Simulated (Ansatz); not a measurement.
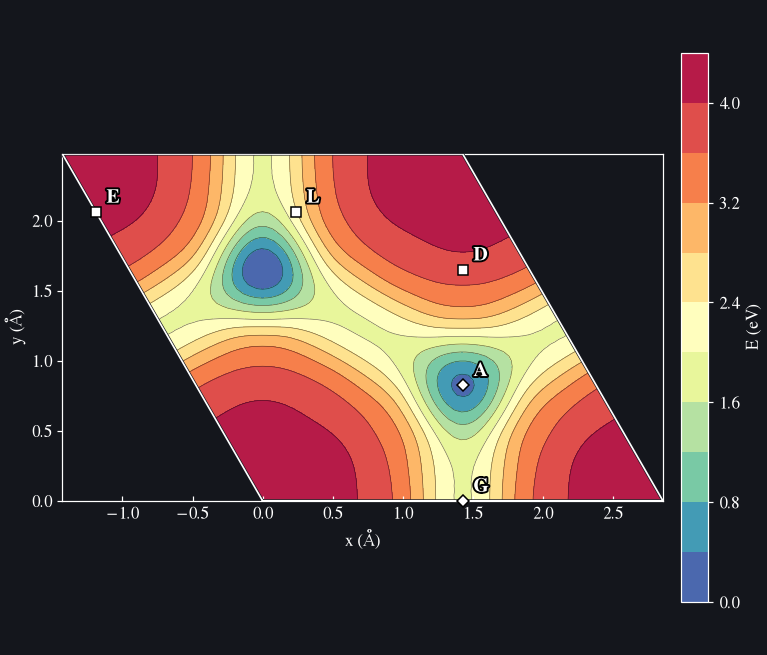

N on an Al(111) slab cut from the Fm-3m phase, its upper half relaxed before the scan (3 atoms of substrate and one adsorbate in a 1 × 1 cell). N is moved over the surface cell; relaxed at each place: the height of the adsorbate's atoms; substrate rigid; the origin of the map has the adsorbate above Al3. Places are given modulo a cell vector. The map is drawn in real space over the plane of the surface. Grid: 6 × 6 points; 10 points were computed and 26 follow by symmetry. Energies are in eV, from the lowest grid point. With one adsorbate in each 1 × 1 cell, its nearest image is 2.9 Å away, so neighbouring adsorbates interact. Level of theory: DFT PBE, scalar-relativistic, plane waves, PAW (Ansatz 0.2.0). Settings: cutoff 420 eV, k-mesh 9×9×1, gaussian smearing 0.1 eV, no spin polarisation.

Drawn: filled contours, the outline of one cell of the plane, lettered points. Between grid points the surface is interpolated.

> Is E the lowest point of the computed grid?

No. E lies 4.20 eV above the lowest grid point, which is at a threefold hollow over a second-layer Al atom, (2/6, 4/6) of the cell vectors.

> What kind of point is each of A, D: minimum, saddle, maximum or slope?

A: minimum; D: on a slope. (In these two coordinates alone; a stationary point may lie a little off the grid point.)
